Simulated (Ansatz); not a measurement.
Consider LiBr.

```
Li Br
1.0
     5.34026    0.00000    0.00000
     0.00000    5.34026    0.00000
     0.00000    0.00000    5.34026
Li Br
4 4
Direct
  0.00000 0.00000 0.00000
  0.50000 0.50000 0.00000
  0.50000 0.00000 0.50000
  0.00000 0.50000 0.50000
  0.50000 0.00000 0.00000
  0.00000 0.50000 0.00000
  0.00000 0.00000 0.50000
  0.50000 0.50000 0.50000
```

Space group Fm-3m; changed on purpose from its base cell (volume × 0.91); computed pressure about 3 GPa in this cell.

Method: DFT PBE, scalar-relativistic, plane waves, PAW in Ansatz.

What will maps of the valence pseudo-density and electron localisation function show?

Li–Br (2.67 Å): the density is about 0.22 e/Å³ at the midpoint; the ELF is about 0.75 at the midpoint (an ionic contact with no shared pair).

Metal or insulator at this level of theory?

It is gapped, with a Kohn–Sham gap of 5.4 eV on the k-point mesh (the band edges may lie off the mesh, which would make the gap smaller).

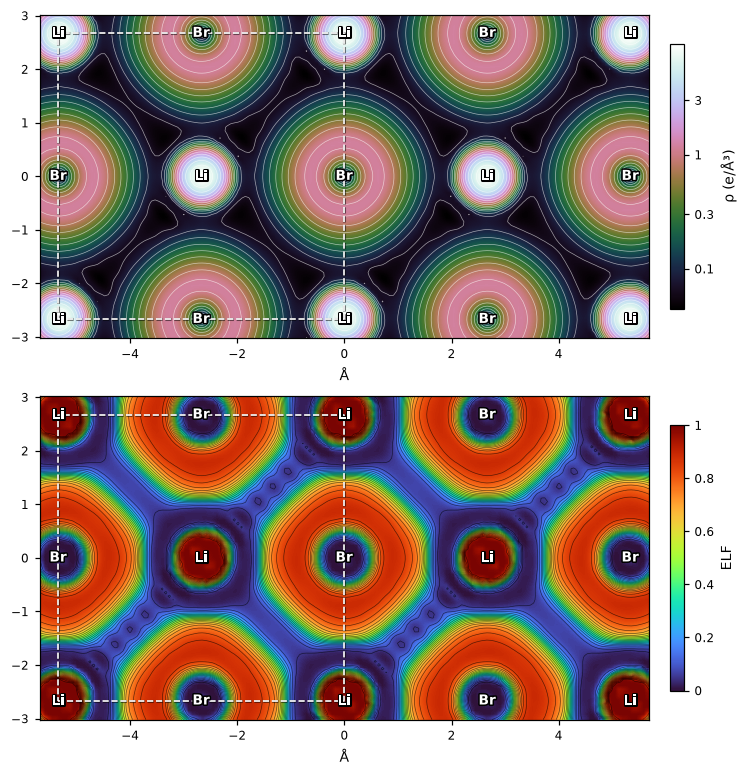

Computed valence pseudo-density and electron localisation function on the (010) plane of the conventional cell, in this order. 

In a PAW calculation such maps are meaningful between the atoms, not at the nuclei.
